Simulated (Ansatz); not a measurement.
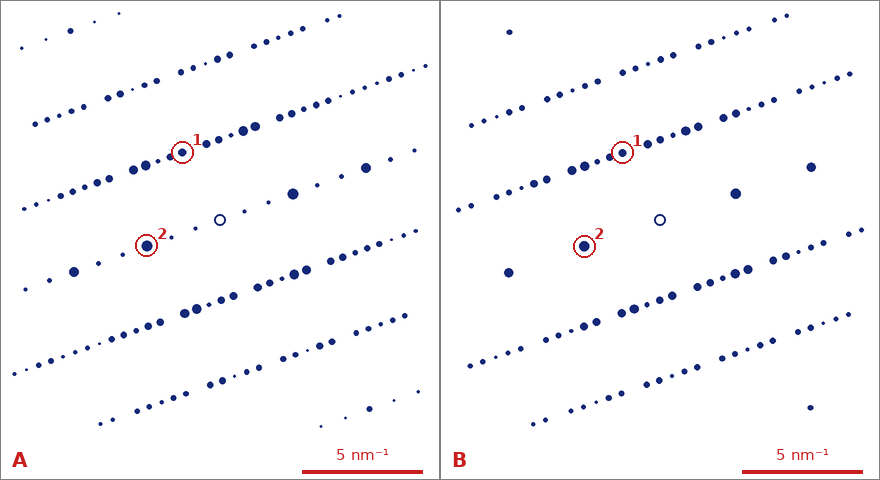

Kinematic electron diffraction patterns (200 kV, B = 0.5 Å², same scale) along [010] of the run's own cell, for the start and the end of one relaxation of LiCl with DFT PBE, scalar-relativistic, plane waves, PAW (Ansatz 0.2.0). k mesh 9×9×2. The start is a generated model structure, and the relaxation ends in the nearest stationary point of its symmetry, not necessarily the ground state. Spot 1 is -1 0 1 and spot 2 is 0 0 6 in both.

Start structure:

```yaml
crystal:
  lattice:
    - [3.64180, 0.00000, 0.00000]
    - [-1.82090, 3.15389, 0.00000]
    - [0.00000, 0.00000, 17.84109]
  atoms:
    - { symbol: Li, position: [0.00000, 0.00000, 0.00000] }
    - { symbol: Cl, position: [0.66667, 0.33333, 0.08333] }
    - { symbol: Li, position: [0.33333, 0.66667, 0.16667] }
    - { symbol: Cl, position: [0.00000, 0.00000, 0.25000] }
    - { symbol: Li, position: [0.66667, 0.33333, 0.33333] }
    - { symbol: Cl, position: [0.33333, 0.66667, 0.41667] }
    - { symbol: Li, position: [0.00000, 0.00000, 0.50000] }
    - { symbol: Cl, position: [0.33333, 0.66667, 0.58333] }
    - { symbol: Li, position: [0.66667, 0.33333, 0.66667] }
    - { symbol: Cl, position: [0.00000, 0.00000, 0.75000] }
    - { symbol: Li, position: [0.33333, 0.66667, 0.83333] }
    - { symbol: Cl, position: [0.66667, 0.33333, 0.91667] }
```

Question: Which pattern belongs to the start structure, and which to the relaxed one?

Answer: B is the start: its cell gives d(1) = 3.106 Å, d(2) = 2.974 Å and an angle of 80.0°. A is the relaxed structure, with d(1) = 3.089 Å (-0.5 %), d(2) = 3.077 Å (+3.5 %) and 80.4°.

Question: Name reflections whose intensity changes strongly on relaxation.

Answer: 0 0 14, 0 0 10, 0 0 8 come into sight.

Question: Summarise the relaxation behind the change.

Answer: The volume changed by +2.1 % to 17.44 Å³ an atom; with the mean shift removed, the atoms moved by up to 0.09 Å relative to the cell (Cl most); the space group stayed P6_3/mmc (No. 194); the free energy fell by 18 meV an atom. Relaxed cell: a = 3.618 Å, b = 3.618 Å, c = 18.464 Å, α = 90.00°, β = 90.00°, γ = 120.00°.
